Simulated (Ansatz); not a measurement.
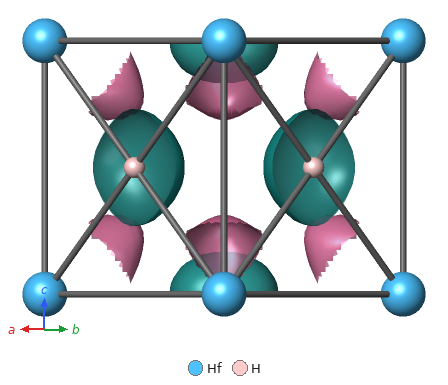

HfH3. Density of the crystal less the sum of free-atom densities: teal surfaces at +0.06 and pink ones at −0.06 e/Å³, in the conventional cell seen along [110] (the regions close to the nuclei are left out). Cores are masked to 1.0 Å (Hf) and 0.4 Å (H).

Space group Pm-3m. The cell comes from a database of computed structures, not from a measurement.

The calculation used DFT r2SCAN, scalar-relativistic, plane waves, PAW in Ansatz 0.2.0.

Core electrons are frozen (PAW), so the fields are smoothed inside the atomic spheres.

```cif
data_structure
_symmetry_space_group_name_H-M 'P 1'
_symmetry_Int_Tables_number 1
_cell_length_a 3.0846
_cell_length_b 3.0846
_cell_length_c 3.0846
_cell_angle_alpha 90.000
_cell_angle_beta 90.000
_cell_angle_gamma 90.000
_cell_volume 29.35
loop_
_atom_site_label
_atom_site_type_symbol
_atom_site_fract_x
_atom_site_fract_y
_atom_site_fract_z
_atom_site_occupancy
Hf1 Hf 0.00000 0.00000 0.00000 1
H1 H 0.00000 0.50000 0.50000 1
H2 H 0.50000 0.00000 0.50000 1
H3 H 0.50000 0.50000 0.00000 1
```

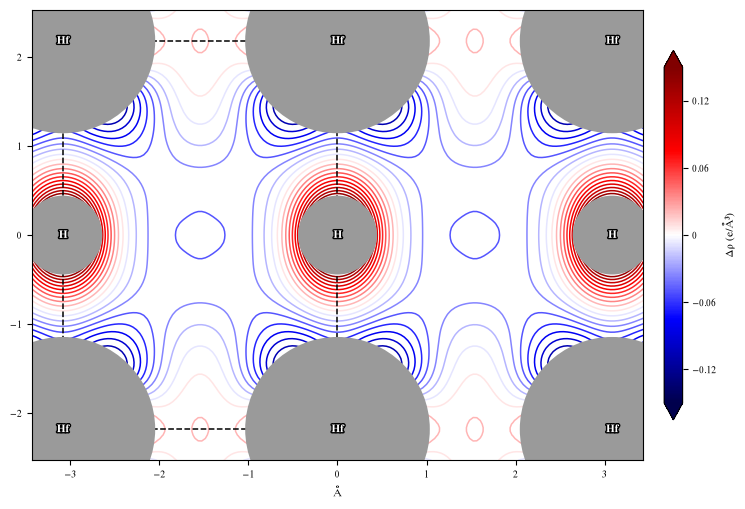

Second picture: a map on the (101) plane of the conventional cell, with grey discs over the atomic cores.

**Describe the bonding charge.**

H–Hf (2.18 Å): Δρ is −0.05 e/Å³ at the midpoint (close to a masked core, so read it with care).
- Hf–Hf (3.08 Å): Δρ is +0.02 e/Å³ at the midpoint.
- Over the whole cell, outside the masked cores, the largest gain lies at the edge of the masked core of H, and the largest loss lies at the edge of the masked core of Hf.
- The rearranged charge, half the integral of |Δρ|, is about 0.16 e an atom.
- Bader charges: Hf +1.63 and H −0.54 e.
